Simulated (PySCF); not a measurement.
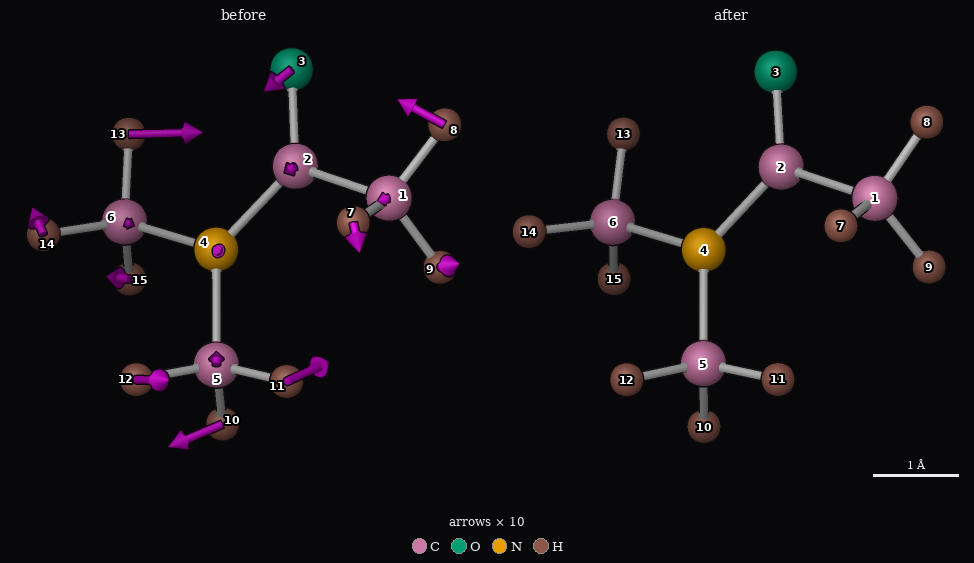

The structure of C4H9NO before (left) and after (right) a relaxation, at one scale. The purple arrows give the displacements, 10 times their true length.

The picture is a ball-and-stick view, seen at a tilt.

The start comes from MMFF94s.

Computed with PBE0-D3(BJ)/def2-SVP geometry optimisation, gas phase (PySCF). 

### What changed between the two?

The atom that moves furthest after the best rigid fit is H13 (0.095 Å). Largest moves by element: H 0.095 Å, O 0.047 Å, C 0.020 Å, N 0.017 Å. Among the contacts that change: N4–C5 1.455 → 1.437 Å, C2–N4 1.388 → 1.372 Å, C2–O3 1.232 → 1.217 Å, N4–C6 1.454 → 1.441 Å. Bond angles that change, for instance: N4–C6–H13 112.5° → 108.2°, H7–C1–H9 110.5° → 108.0°, C2–C1–H8 109.4° → 107.0°. Over 11 geometry steps the energy falls by 0.084 eV. Largest force component: 1.1 eV/Å at the start, 0.0092 eV/Å at the end. The run took of the order of 50 core-seconds on a shared host.
